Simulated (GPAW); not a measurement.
Input

```
from ase import Atoms
from ase.dft.bandgap import bandgap
from ase.io import write
from ase.units import Bohr, GPa
from gpaw import GPAW, PW
from gpaw.elf import elf_from_dft_calculation

atoms = Atoms(['Sb', 'Sb'],
              cell=[[0.0, -2.37124252, -2.37124252],
                    [-2.37124252, 0.0, -2.37124252],
                    [2.37124252, 2.37124252, -4.74248504]],
              scaled_positions=[[0.48982044, 0.45773603, 0.56014569],
                                [0.01017956, 0.04226397, 0.93985431]],
              pbc=True)

calc = GPAW(mode=PW(600),
            xc='PBE',
            kpts={'size': (9, 9, 5), 'gamma': True},
            occupations={'name': 'fermi-dirac', 'width': 0.05},
            nbands=25,
            convergence={'density': 1e-05, 'energy': 1e-05},
            maxiter=150,
            txt='gpaw.txt')
atoms.calc = calc
energy = atoms.get_potential_energy()
forces = atoms.get_forces()
stress = atoms.get_stress()
calc.write('gs.gpw')
write('result.traj', atoms)
print(f'Energy: {energy:.6f} eV')
print('Forces (eV/A):')
print(forces.round(4))
print('Stress (GPa):', (stress / GPa).round(3))
print('Fermi level:', round(calc.get_fermi_level(), 4), 'eV')
print(f'Gap: {bandgap(calc)[0]:.4f} eV, direct: {bandgap(calc, direct=True)[0]:.4f} eV')

# fields on the real-space grid
write('density.cube', atoms, data=calc.get_pseudo_density() * Bohr**3)
write('potential.cube', atoms, data=calc.get_electrostatic_potential())
write('elf.cube', atoms, data=elf_from_dft_calculation(calc).data)
```

Run with:

```sh
OMP_NUM_THREADS=1 python run.py
```

Below, planes, directions and counts refer to the standardised cell (a = 5.81 Å, b = 3.35 Å, c = 5.81 Å, α = 90.00°, β = 109.47°, γ = 90.00°).

Space group P-1; a structure from a database of computed crystals, not necessarily the ambient phase; not relaxed (largest force 1.9 eV/Å); computed pressure about 13 GPa in this cell.

Level of theory: Kohn-Sham DFT of a periodic cell, PBE, GPAW PAW data sets (gpaw-data 1.2.1) in GPAW.

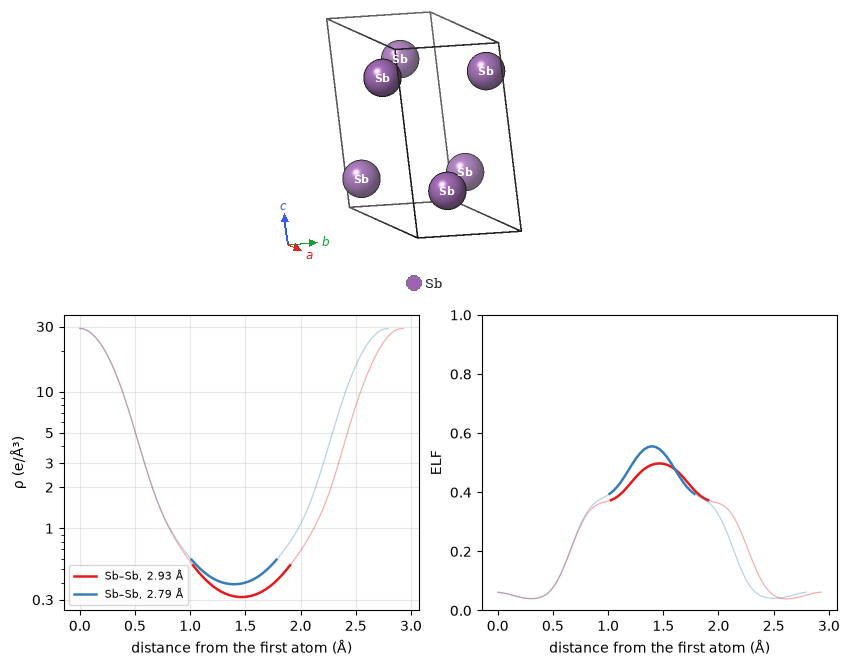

Sb. Valence electron density and ELF along straight lines between neighbouring atoms. Thin, pale parts lie inside the atomic spheres. The structure is drawn too.

The density is the valence pseudo-density of a PAW calculation; it isn't the true density close to the nuclei.

**Compare the contacts.**

Sb–Sb (2.93 Å): ρ at the midpoint is about 0.31 e/Å³; the ELF is about 0.50 at the midpoint.
Sb–Sb (2.79 Å): ρ is about 0.39 e/Å³ halfway; the ELF reaches about 0.55 near the midpoint.
